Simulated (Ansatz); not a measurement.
# Run report: AgCl, band-structure calculation

System: AgCl (2 atoms in the cell).
Method: DFT, PBE, plane waves, PAW, no spin polarisation (Ansatz 0.2.0).

The structure was built on a prototype by a generator. The geometry comes from this level: r2SCAN (a point of a series of strains). It belongs to a series of runs on one base structure; here: uniaxial_z strain +0.5%.

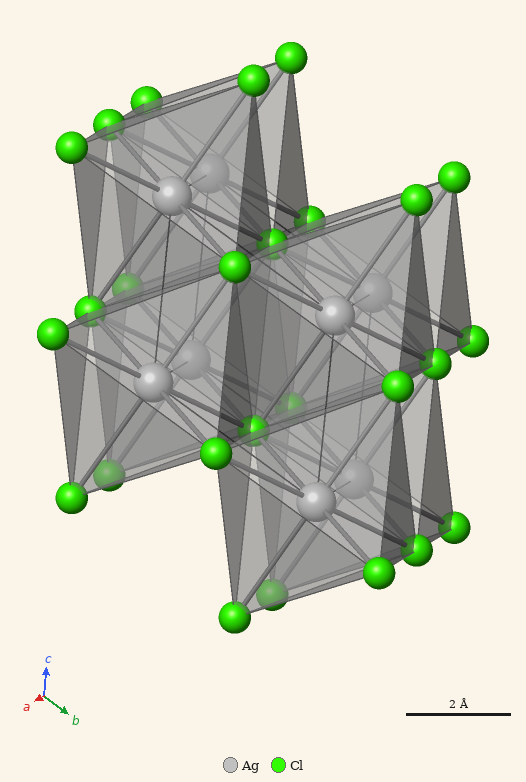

Figure 1. The input geometry (polyhedral view of the reduced cell, seen slightly off an axis; polyhedra are completed across the faces of the cell).

The input
```yaml
crystal:
  lattice:
    - [0.0, 2.7731838141, 2.7870497332]
    - [2.7731838141, 0.0, 2.7870497332]
    - [2.7731838141, 2.7731838141, 0.0]
  atoms:
    - { symbol: Ag, position: [0.0, 0.0, 0.0] }
    - { symbol: Cl, position: [0.5, 0.5, 0.5] }
kpoints:
  mp_grid: { grid: [8, 8, 8] }
  band_path:
    path:
      - [0.0, 0.0, 0.0]
      - [0.5, 0.0, 0.5]
      - [0.625, 0.25, 0.625]
      - [0.375, 0.375, 0.75]
      - [0.5, 0.5, 0.5]
      - [0.5, 0.25, 0.75]
      - [0.0375, 0.0375, 0.075]
      - [0.0, 0.0, 0.5]
    npoints: 1
hamiltonian:
  xc: pbe
scf:
  occupations: { method: fermi_dirac, width: 0.02 }
  n_extra_bands: 4
output:
  forces: true
  stress: true
  eigenvalues: true
```

Run on 2 threads of an x86-64 CPU, shared host.

Launched with:
```bash
ansatz run input.yaml --threads 2 --pin off --max-ram 2211MiB --backend cpu --events-out ev --progress --plain --runs-dir out
```

The program's output
```
scf.n_extra_bands = 4 over 13 filled bands (N_el = 26.0): the run solves 17 bands
Engine: ansatz 0.2.0, x86_64-unknown-linux-gnu
Pseudopotentials: kind: paw
Pseudopotential: Ag, paw, valence charge 19, recommended cutoff 420 eV (normal), Ag.paw.azcp
Pseudopotential: Cl, paw, valence charge 7, recommended cutoff 420 eV (normal), Cl.paw.azcp
Functional definition: PBE
  parameter kappa = 0.804
  parameter beta = 0.06672455060314922
  exchange = pbe_x(kappa = kappa, mu = beta*pi^2/3)
  correlation = pbe_c(beta = beta)
Crystal: 2 atoms, lattice volume = 42.868 Å³
Basis set: ecut = 420 eV, 869 PW (Γ), exchange–correlation on 54×54×54 points (8 copies of the dense FFT grid, shifted against one another)
Bands: 17, of which v1, the nominal top of the filled ones, is band 13 counted from 1 (12 counted from 0)
Symmetry: 16 space group operations
Space group: I4/mmm (ITA 139), of the structure as read, at distance tolerance 3.5e-5 Å
k-points: 59 of 512
Non-local potential: Ag, projectors of the file, l = 0: 3, l = 1: 2, l = 2: 2, l = 3: 1
Non-local potential: Cl, projectors of the file, l = 0: 2, l = 1: 2, l = 2: 2
PAW form: soft (Blöchl's): semilocal exchange-correlation on the pseudo side does not see the compensation charge
PAW one-centre angular grid: Ag, 590 points (default); XC on 64 Gauss nodes
PAW one-centre angular grid: Cl, 110 points (default); XC on 64 Gauss nodes
Initial density: superposition of atomic densities (neutral atoms: chi_scale 0, normalization atom), corrected by the library's trained network
Initial wavefunctions: pseudopotential atomic-orbital guess
Functional: x = pbe(κ = 0.804, μ = 0.2195149727645171), c = pbe(β = 0.06672455060314922)
SCF iter   1: F=—  HF=-8670.892387 eV  |F-HF|=—  |Δ(HF+E_count)|=         —  Δρ=5.43e-4  dr2=7.47e-5  ethr=1.77e-3  ⟨swp⟩=5.3  Hψ=4876  notcnv=0
preconditioner: auto → none  [insulator: Δε(μ)=0.892 eV  Ē_g=10.912 eV  σ=0.020 eV  W_gap=1.00  n_scr=14 (ndim 8)  ℏωp=24.1 eV  f_vac=0.036  D(μ)=0.00/eV (n_scr^D=0)  ε∞_Penn≈5.9]
SCF iter   2: F=—  HF=-8670.893105 eV  |F-HF|=—  |Δ(HF+E_count)|=   7.18e-4  Δρ=2.19e-4  dr2=1.26e-5  ethr=2.87e-7  ⟨swp⟩=3.1  Hψ=2648  notcnv=0
SCF iter   3: F=—  HF=-8670.893116 eV  |F-HF|=—  |Δ(HF+E_count)|=   1.15e-5  Δρ=1.17e-4  dr2=2.28e-6  ethr=4.83e-8  ⟨swp⟩=2.0  Hψ=1519  notcnv=0
SCF iter   4: F=—  HF=-8670.893122 eV  |F-HF|=—  |Δ(HF+E_count)|=   5.97e-6  Δρ=3.79e-5  dr2=2.30e-7  ethr=8.77e-9  ⟨swp⟩=2.0  Hψ=1490  notcnv=0
iter 5 did not close the SCF: its close was put off for the readings that it lacked (scf_convergence_deferred on its scf_iter line)
SCF iter   5: F=-8670.893123 eV  HF=-8670.893123 eV  |F-HF|=4.51e-8  |Δ(HF+E_count)|=   9.66e-7  Δρ=7.00e-6  dr2=7.66e-9  ethr=8.84e-10  ⟨swp⟩=2.0  Hψ=1532  notcnv=0
SCF iter   6: F=-8670.893123 eV  HF=-8670.893123 eV  |F-HF|=1.04e-8  |Δ(HF+E_count)|=   5.32e-8  Δρ=6.33e-6  dr2=1.44e-8  ethr=2.94e-11  ⟨swp⟩=2.0  Hψ=3538  notcnv=0
SCF 1 converged in 6 iterations: F = -8670.893123 eV  dr2 = 1.44e-8
  greatest PAW one-centre occupation: 1.000 electrons in one spin orbital (limit 2), on the Ag atom at site 0 (counted from 0), in its partial waves of l = 0
NSCF: frozen V_eff on 8 k-points
SCF converged after 6 iterations
Free energy (F): -8670.893123 eV
Harris-Foulkes:  -8670.893123 eV  (|F-HF|=1.04e-8)
Internal energy: -8670.893123 eV  (E = F + TS)
E sigma→0 (E₀):  -8670.893123 eV
Fermi energy:    8.502223 eV
--- Per-component energies (eV) ---
  E_band       = -360.146507
  E_kinetic    = 689.304710
  E_local      = -3218.290763  (includes V_loc(G=0)·N_el)
  E_nonlocal   = 112.627824
  E_hartree    = 1412.122671
  E_xc         = -290.041358
  E_vxc        = -354.252579  (∫ρ·V_xc dr)
  E_paw        = -4564.840763  (= ΣΔE_a)
  E_vpaw       = -413.789663  (= ΣTr[D̂ρ^β])
  E_aug_tail   = 0.000409  (compensation charges beyond the density's cutoff)
  E_ewald      = -2811.775853
  E_smearing   = -0.000000  (= −TS)
  E_closure    = 0.000000  (closes the sum)
  Σ components = -8670.893123   (vs F -8670.893123, Δ=0.00e0)
--- Forces (eV/Å), atoms counted from 1 ---
  atom   1  Ag    -0.00000000     0.00000000    -0.00000000
  atom   2  Cl     0.00000000     0.00000000    -0.00000000
  max |Σ_I F_I| component: 5.52e-30 eV/Å
--- Stress (GPa, compression-positive) ---
        1.405354       0.000000       0.000000
        0.000000       1.405354       0.000000
        0.000000       0.000000       1.286122
  P = ⅓ Tr σ = 1.3656 GPa (13.656 kbar)
--- Band table (eV; the first three rows and the last of 59) ---
  k-point 0: bands = ["-81.6646", "-45.2011", "-45.2011", "-45.2009", "-7.0945", "5.5889", "5.6008", "5.6008", "5.6365", "5.6379", "5.7153", "5.7153", "5.7317", "8.9312", "18.7092", "18.7234", "18.7234"]
  k-point 1: bands = ["-81.6646", "-45.2014", "-45.2011", "-45.2010", "-7.0351", "4.8959", "4.9480", "4.9595", "5.6478", "5.6533", "5.8820", "6.4705", "6.4730", "9.6398", "17.4312", "18.3987", "18.4352"]
  k-point 2: bands = ["-81.6646", "-45.2024", "-45.2013", "-45.2012", "-6.8858", "3.8760", "4.3765", "4.3907", "5.7733", "5.7758", "6.0307", "7.2185", "7.2326", "10.9523", "15.8024", "17.1135", "17.1691"]
  k-point 58: bands = ["-81.6645", "-45.2034", "-45.2022", "-45.2022", "-6.6476", "3.7421", "4.9972", "4.9972", "5.2728", "5.8189", "6.0763", "6.0763", "6.1561", "10.4076", "16.0109", "16.6064", "19.5391"]
```

File bands.tsv
```
# k_distance	band_0	band_1	band_2	band_3	band_4	band_5	band_6	band_7	band_8	band_9	band_10	band_11	band_12	band_13	band_14	band_15	band_16
# fermi_ev = 8.502223
# lock_threshold_ev = 1e-6
# [0, 0, 0] at k_distance = 0.000000
# [0.5, 0, 0.5] at k_distance = 1.132847
# [0.625, 0.25, 0.625] at k_distance = 1.532374
# [0.375, 0.375, 0.75] at k_distance = 2.225524
# [0.5, 0.5, 0.5] at k_distance = 2.916949
# [0.5, 0.25, 0.75] at k_distance = 3.716003
# [0.0375, 0.0375, 0.075] at k_distance = 4.869200
# [0, 0, 0.5] at k_distance = 5.753088
# levels_relative_to = fermi_ev
# free_energy_ev = -8670.893123
# largest_residual_norms_ev = 5.970e-4 5.909e-4 6.340e-4 6.441e-4 6.960e-4 5.525e-4 1.246e-3 1.073e-3 4.572e-4 4.042e-4 5.973e-4 8.347e-4 8.392e-4 1.268e-3 7.301e-4 1.165e-3 1.316e-3
0.000000	-90.166864	-53.703301	-53.703301	-53.703095	-15.596772	-2.913353	-2.901428	-2.901428	-2.865675	-2.864345	-2.786969	-2.786969	-2.770503	0.428945	10.206933	10.221187	10.221187
1.132847	-90.166743	-53.705882	-53.704433	-53.704191	-15.144587	-4.766088	-3.527597	-3.497364	-3.223639	-2.676418	-2.428051	-2.424373	-2.344245	1.900755	7.479013	8.153876	10.960546
1.532374	-90.166744	-53.705454	-53.704881	-53.704066	-15.121401	-4.656136	-4.619009	-4.230961	-2.774032	-2.484931	-2.314749	-2.125409	-1.524411	3.117867	6.747700	7.641997	9.258807
2.225524	-90.166747	-53.705224	-53.704967	-53.704158	-15.123467	-4.668933	-4.614224	-4.241509	-2.774962	-2.483393	-2.308727	-2.122880	-1.508753	3.135752	6.767136	7.590399	9.283145
2.916949	-90.166771	-53.706002	-53.703712	-53.703598	-15.160597	-5.679328	-4.614377	-4.598104	-2.544996	-2.542463	-2.232568	-0.499519	-0.468387	3.765084	6.027985	7.112178	7.160135
3.716003	-90.166745	-53.705139	-53.704919	-53.704444	-15.112177	-4.662152	-4.436738	-4.430803	-2.453741	-2.450121	-2.430980	-2.426643	-1.645598	3.719116	7.349134	7.394469	7.510012
4.869200	-90.166861	-53.703397	-53.703310	-53.703125	-15.581959	-3.254284	-3.220330	-3.049862	-2.893641	-2.877852	-2.637457	-2.588459	-2.364327	0.626387	9.819110	10.060764	10.243644
5.753088	-90.166771	-53.706002	-53.703712	-53.703598	-15.160597	-5.679328	-4.614377	-4.598104	-2.544996	-2.542463	-2.232568	-0.499519	-0.468387	3.765084	6.027985	7.112178	7.160135
```

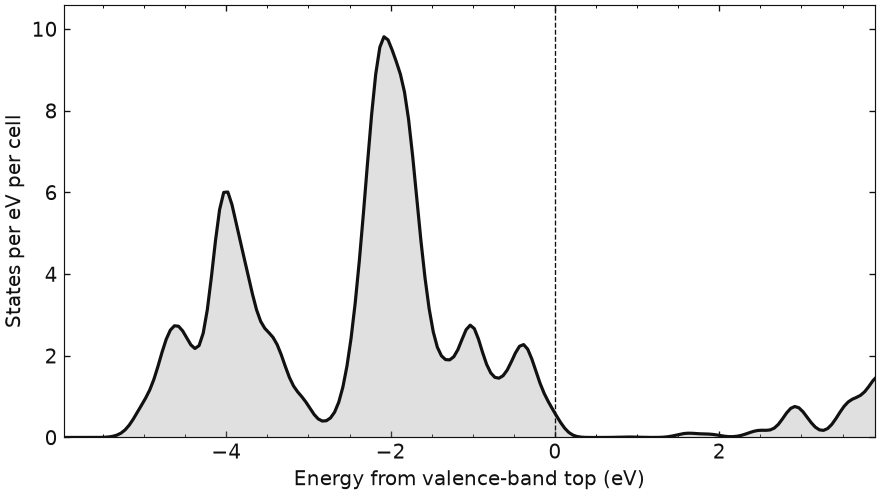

Figure 2. Density of states (the curve is built from the levels of the k mesh with Gaussians 0.3 eV wide, which also blur the band edges), with energies from the valence-band top. There is a gap of 0.90 eV on the k-point mesh. Small ripples come from the finite k-point mesh.

Summary

| quantity | value |
| --- | --- |
| outcome | converged |
| space group (tolerance 0.01 Å) | I4/mmm (139) |
| electrons treated | 26 |
| free energy | −8670.8931 eV |
| Fermi energy | 8.502 eV |
| gap on the k-point mesh | 0.90 eV |
| pressure | 1.37 GPa |
| largest force (length of the vector) | under 0.001 eV/Å |
| wall time | 4.2 s (CPU time 5.8 s) |
| peak memory | 0.35 GiB |
